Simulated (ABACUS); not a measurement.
**Pt: band-structure run (part 1 of 2)**

Pt (1 atom in the cell), computed with Kohn-Sham DFT of a periodic cell, WC, Ansatz NC PBE, no spin polarisation (ABACUS 3.10.1).

The structure derives from an entry of the Crystallography Open Database.

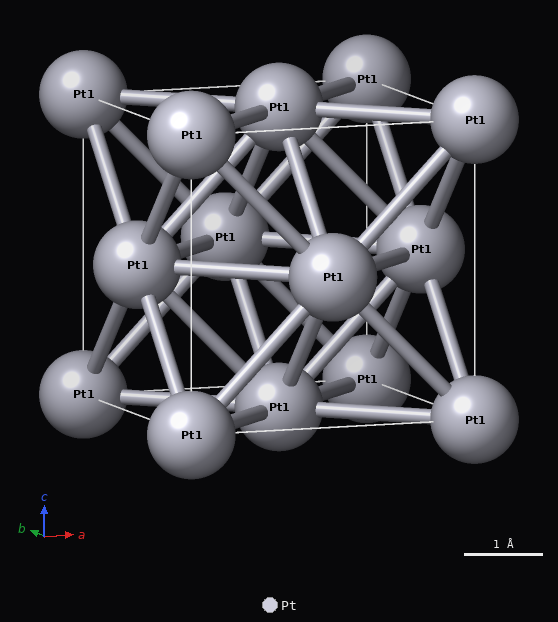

Fig. 1: The structure (ball-and-stick view of the cell 4 times as large as that of the calculation, set on its symmetry axes, seen slightly off an axis; atoms are numbered from 1 in the order of the input).

### The input
```
INPUT_PARAMETERS
suffix              Pt
calculation         scf
basis_type          pw
pseudo_dir          ./
symmetry            1
dft_functional      wc
ecutwfc             84
pseudo_rcut         7
nspin               1
nbands              19
ks_solver           dav
smearing_method     fd
smearing_sigma      0.00367493
scf_thr             1e-08
scf_nmax            100
mixing_type         broyden
mixing_beta         0.7
cal_force           1
cal_stress          1
out_chg             1
kpar                4
```

### File STRU
```
ATOMIC_SPECIES
Pt 195.0840 Pt.upf

LATTICE_CONSTANT
1.8897261246

LATTICE_VECTORS
0.0000000000 1.9609000000 1.9609000000
1.9609000000 0.0000000000 1.9609000000
1.9609000000 1.9609000000 0.0000000000

ATOMIC_POSITIONS
Direct

Pt
0.0
1
0.0000000000 0.0000000000 0.0000000000 1 1 1
```

### File KPT
```
K_POINTS
0
Gamma
10 10 10 0 0 0
```

Command:
```bash
OMP_NUM_THREADS=1 mpirun -np 4 abacus > log
```

### Log
```
ABACUS v3.10.1

               Atomic-orbital Based Ab-initio Computation at UStc

 ------------------------------------------------------------------------------------

 READING GENERAL INFORMATION
                           global_out_dir = OUT.Pt/
                           global_in_card = INPUT
                               pseudo_dir = ./
                              orbital_dir =
                                    DSIZE = 4
                                    GSIZE = 1

 READING UNITCELL INFORMATION
                                    ntype = 1
                  lattice constant (Bohr) = 1.88973
              lattice constant (Angstrom) = 1

 READING ATOM TYPE 1
                               atom label = Pt
                      L=0, number of zeta = 1
                      L=1, number of zeta = 1
                      L=2, number of zeta = 1
             number of atom for this type = 1

                        TOTAL ATOM NUMBER = 1
DIRECT COORDINATES
    atom                   x                   y                   z     mag                  vx                  vy                  vz
taud_Pt1            0.0000000000        0.0000000000        0.0000000000  0.0000        0.0000000000        0.0000000000        0.0000000000

                          Volume (Bohr^3) = 101.764
                             Volume (A^3) = 15.0798

 Lattice vectors: (Cartesian coordinate: in unit of a_0)
                   +0             +1.9609             +1.9609
              +1.9609                  +0             +1.9609
              +1.9609             +1.9609                  +0
 Reciprocal vectors: (Cartesian coordinate: in unit of 2 pi/a_0)
            -0.254985           +0.254985           +0.254985
            +0.254985           -0.254985           +0.254985
            +0.254985           +0.254985           -0.254985
 The esolver type has been set to : ksdft_pw

                PAO radial cut off (Bohr) = 7

 Read in pseudopotential file is Pt.upf
                     pseudopotential type = NC
          exchange-correlation functional = PBE
                 nonlocal core correction = 1
                        valence electrons = 18
                                     lmax = 3
                           number of zeta = 4
                     number of projectors = 8
                           L of projector = 0
                           L of projector = 0
                           L of projector = 1
                           L of projector = 1
                           L of projector = 2
                           L of projector = 2
                           L of projector = 3
                           L of projector = 3
 XC functional updated to : wc
          exchange-correlation functional = WC
     initial pseudo atomic orbital number = 10

 SETUP THE ELECTRONS NUMBER
            electron number of element Pt = 18
      total electron number of element Pt = 18
            AUTOSET number of electrons:  = 18
                           occupied bands = 9
                                   NBANDS = 19
                                   NLOCAL = 9

%%%%%%%%%%%%%%%%%%%%%%%%%%%%%%%%%%%%%%%%%%%%%%%%%%%%%%%%%%%%%%%%%%%%%%%%%%%%%%%%%%%%%%%%%%%%%%%%%%%%%%%%%%
 Warning: the number of valence electrons in pseudopotential > 10 for Pt: [Xe] 4f14 5d9 6s1
 Pseudopotentials with additional electrons can yield (more) accurate outcomes, but may be less efficient.
 If you're confident that your chosen pseudopotential is appropriate, you can safely ignore this warning.
%%%%%%%%%%%%%%%%%%%%%%%%%%%%%%%%%%%%%%%%%%%%%%%%%%%%%%%%%%%%%%%%%%%%%%%%%%%%%%%%%%%%%%%%%%%%%%%%%%%%%%%%%%

 SETUP THE PLANE WAVE BASIS
 energy cutoff for charge/potential (unit:Ry) = 336
            fft grid for charge/potential = [ 32, 32, 32 ]
                        fft grid division = [ 1, 1, 1 ]
        big fft grid for charge/potential = [ 32, 32, 32 ]
                                     nbxx = 32768
                                     nrxx = 32768

 SETUP PLANE WAVES FOR CHARGE/POTENTIAL
                    number of plane waves = 10657
                         number of sticks = 649

 PARALLEL PW FOR CHARGE/POTENTIAL
     PROC   COLUMNS(POT)             PW
        1            649          10657
 --------------- sum -------------------
        1            649          10657
                            number of |g| = 158
                                  max |g| = 30.3631
                                  min |g| = 0

----------- Double Check Mixing Parameters Begin ------------
mixing_type: broyden
mixing_beta: 0.7
mixing_gg0: 1
mixing_gg0_min: 0.1
mixing_ndim: 8
----------- Double Check Mixing Parameters End ------------

 LATTICE VECTORS: (CARTESIAN COORDINATE: IN UNIT OF A0)
                   +0             +1.9609             +1.9609
              +1.9609                  +0             +1.9609
              +1.9609             +1.9609                  +0
                       right hand lattice = 1
                                   NORM_A = 2.77313
                                   NORM_B = 2.77313
                                   NORM_C = 2.77313
                           ALPHA (DEGREE) = 60
                           BETA  (DEGREE) = 60
                           GAMMA (DEGREE) = 60

 The lattice vectors have been changed (STRU_SIMPLE.cif)

(for optimal symmetric configuration:)
                             BRAVAIS TYPE = 3
                     BRAVAIS LATTICE NAME = 03. Cubic F (face-centered)
                                    ibrav = 3
                                    IBRAV = 3
                                  BRAVAIS = FACE CENTERED CUBIC
                       LATTICE CONSTANT A = 3.9218
Original cell was already a primitive cell.
                        ROTATION MATRICES = 48
              PURE POINT GROUP OPERATIONS = 48
                   SPACE GROUP OPERATIONS = 48
                              POINT GROUP = O_h
               POINT GROUP IN SPACE GROUP = O_h

 SETUP K-POINTS
                                    nspin = 1
                   Input type of k points = Monkhorst-Pack(Gamma)
                                   nkstot = 1000
                       right hand lattice = 1
(for reciprocal lattice: )
                             BRAVAIS TYPE = 2
                     BRAVAIS LATTICE NAME = 02. Cubic I (body-centered)
                                    ibrav = 2
                       right hand lattice = 1
(for k-lattice: )
                             BRAVAIS TYPE = 2
                     BRAVAIS LATTICE NAME = 02. Cubic I (body-centered)
                                    ibrav = 2
                       right hand lattice = 1
                        ROTATION MATRICES = 48
                               nkstot_ibz = 47
K-POINTS REDUCTION ACCORDING TO SYMMETRY
     IBZ    DIRECT_X    DIRECT_Y    DIRECT_Z  WEIGHT  ibz2bz
       1  0.00000000  0.00000000  0.00000000  0.0010       0
       2  0.10000000  0.10000000  0.10000000  0.0080       1
       3  0.20000000  0.20000000  0.20000000  0.0080       2
       4  0.30000000  0.30000000  0.30000000  0.0080       3
       5  0.40000000  0.40000000  0.40000000  0.0080       4
       6  0.50000000  0.50000000  0.50000000  0.0040       5
       7  0.10000000  0.10000000  0.00000000  0.0060      11
       8  0.20000000  0.20000000  0.10000000  0.0240      12
       9  0.30000000  0.30000000  0.20000000  0.0240      13
      10  0.40000000  0.40000000  0.30000000  0.0240      14
      11  0.50000000  0.50000000  0.40000000  0.0240      15
      12  0.50000000  0.40000000  0.40000000  0.0240      16
      13  0.40000000  0.30000000  0.30000000  0.0240      17
      14  0.30000000  0.20000000  0.20000000  0.0240      18
      15  0.10000000  0.10000000  0.20000000  0.0120      19
      16  0.20000000  0.20000000  0.00000000  0.0060      22
      17  0.30000000  0.30000000  0.10000000  0.0240      23
      18  0.40000000  0.40000000  0.20000000  0.0240      24
      19  0.50000000  0.50000000  0.30000000  0.0240      25
      20 -0.40000000  0.40000000  0.40000000  0.0240      26
      21  0.50000000  0.30000000  0.30000000  0.0240      27
      22  0.40000000  0.20000000  0.20000000  0.0120      28
      23  0.30000000  0.30000000  0.00000000  0.0060      33
      24  0.40000000  0.40000000  0.10000000  0.0240      34
      25  0.50000000  0.50000000  0.20000000  0.0240      35
      26 -0.30000000  0.40000000  0.40000000  0.0240      36
      27 -0.40000000  0.30000000  0.30000000  0.0120      37
      28  0.40000000  0.40000000  0.00000000  0.0060      44
      29  0.50000000  0.50000000  0.10000000  0.0240      45
      30 -0.20000000  0.40000000  0.40000000  0.0120      46
[... 17 further k points ...]

                               nkstot now = 47
[... K-POINTS DIRECT COORDINATES: 47 rows ...]

           k-point number in this process = 12
       minimum distributed K point number = 11
[... stars of the k points ...]

[... K-POINTS CARTESIAN COORDINATES: 12 rows ...]

[... K-POINTS DIRECT COORDINATES: 12 rows ...]

 SETUP PLANE WAVES FOR WAVE FUNCTIONS
     energy cutoff for wavefunc (unit:Ry) = 84
              fft grid for wave functions = [ 32, 32, 32 ]
                    number of plane waves = 1687
                         number of sticks = 187

 PARALLEL PW FOR WAVE FUNCTIONS
     PROC   COLUMNS(POT)             PW
        1            187           1687
 --------------- sum -------------------
        1            187           1687

 SETUP NONLOCAL PSEUDOPOTENTIALS IN PLANE WAVE BASIS
 Pt non-local projectors:
 projector 1 L=0
 projector 2 L=0
 projector 3 L=1
 projector 4 L=1
 projector 5 L=2
 projector 6 L=2
 projector 7 L=3
 projector 8 L=3
      TOTAL NUMBER OF NONLOCAL PROJECTORS = 32

 Init Non-Local PseudoPotential table :
 Init Non-Local-Pseudopotential done.

                                     npwx = 1363

 Make real space PAO into reciprocal space.
       max mesh points in Pseudopotential = 701
     dq(describe PAO in reciprocal space) = 0.01
                                    max q = 1104

 number of pseudo atomic orbitals for Pt is 4
WARNING: norm of atomic wavefunction # 3 of atomic type Pt is 0.999881, renormalized
WARNING: norm of atomic wavefunction # 4 of atomic type Pt is 0.997427, renormalized

 -------------------------------------------
 SELF-CONSISTENT
 -------------------------------------------
                                 init_chg = atomic

 PW ALGORITHM --------------- ION=   1  ELEC=   1--------------------------------
 Notice: Threshold on eigenvalues was too large.
 hsover_error=0.18 > DRHO=0.0989753
 Origin diag ethr = 0.01
 New diag ethr = 0.000549863

 Density error is 0.098854663706
                          Error Threshold = 0.00054986251646
----------------------------------------------------------
     Energy           Rydberg                 eV
----------------------------------------------------------
 E_KohnSham     -260.8020378347      -3548.3937645633
 E_Harris       -263.9164191416      -3590.7670960819
 E_Fermi        1.8081062737         24.6005479121
----------------------------------------------------------

 PW ALGORITHM --------------- ION=   1  ELEC=   2--------------------------------

 Density error is 0.0189175918338
                          Error Threshold = 0.000549192576144
----------------------------------------------------------
     Energy           Rydberg                 eV
```
